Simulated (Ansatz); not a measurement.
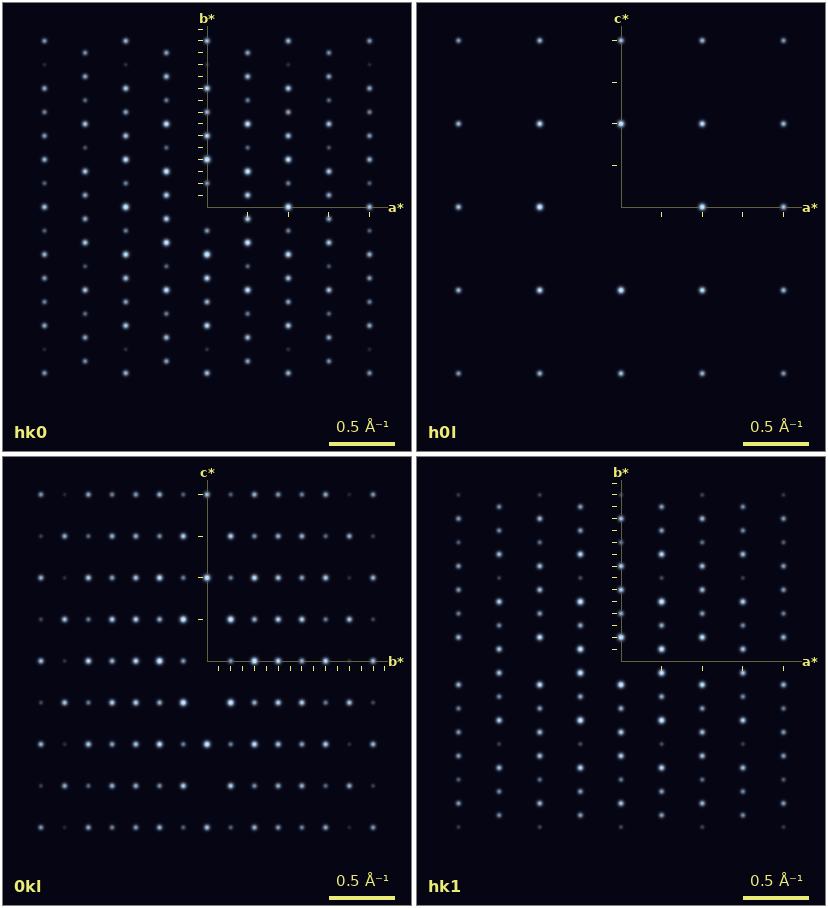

Simulated precession-type sections (X-rays; kinematic intensities, B = 0.5 Å²). The ticks mark integer indices of the conventional cell.

The compound is HfN. Structure: coordinates from a relaxation with DFT PBEsol, scalar-relativistic, plane waves, PAW (Ansatz 0.2.0); the starting structure was generated, so it need not be a known form of this composition.

What cell do the layers give?

Answer. a* = 0.317, b* = 0.093, c* = 0.325 Å⁻¹; the cell is orthorhombic with a = 3.15 Å, b = 10.80 Å, c = 3.08 Å.

Which reflection conditions do the layers show?

Answer. Reflections are present only under these conditions. hkl: h + k = 2n; hk0: h + k = 2n; h0l: h = 2n, l = 2n; 0kl: k = 2n; h00: h = 2n; 0k0: k = 2n; 00l: l = 2n. The lattice is C-centred (C).

Which space groups fit?

Answer. The intensities have Laue symmetry mmm (the hk0 layer shows 2mm, hk1 shows 2mm). With these conditions the candidates are Cmc2_1 (No. 36), C2cm (No. 40), Cmcm (No. 63) (symbols for these axes; some are non-standard settings). Diffraction geometry alone does not choose among them; the structure has Cmcm.
